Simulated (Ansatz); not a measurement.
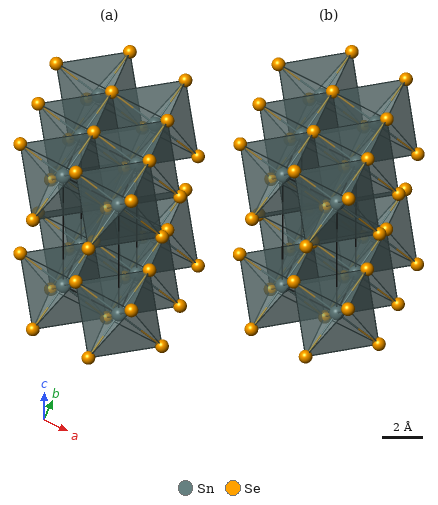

Left: crystalline SnSe₂ (built on the CdI2 type). Right: the same structure after one change, at the same scale. A polyhedral model of the cell of the calculation, repeated 1 × 2 × 1 with one cell outlined, seen from a free direction.

Method: DFT r2SCAN, scalar-relativistic, plane waves, PAW (Ansatz). Settings: plane-wave cutoff 500 eV; k-point mesh 10 × 10 × 6; occupations gaussian; smearing width 0.05 eV; no spin polarisation.

What was changed?

The cell is strained by +1.8 % roughly along [0 3 −2], +1.0 % along [2 3 1], −2.5 % roughly along a (volume +0.3 %) and atoms are displaced by 0.03 Å relative to the cell: Sn 0.02 Å roughly along [2 3 0]. No relaxation follows.

How do the computed properties respond?

Near-neighbour distances before and after: Se–Sn 2.718 → 2.656 to 2.738 Å. The space group (tolerance 0.01 Å) goes from P-3m1 (No. 164) to P1 (No. 1). Energy change: +7.9 meV per atom. The pressure goes from 0.1 to 0.9 GPa. The principal stresses (compression positive) are 2.7 GPa roughly along [3 0 −1], 0.6 GPa along [1 1 1], −0.6 GPa roughly along [1 3 −1]. The largest force is 0.22 eV/Å, on a Se atom. The forces mostly point back along the displacements (cosine −0.79). The gap on the k-mesh goes from 1.03 to 0.82 eV.

Limits of the set-up: layers or molecules are held without a dispersion correction, so their spacing is unreliable.
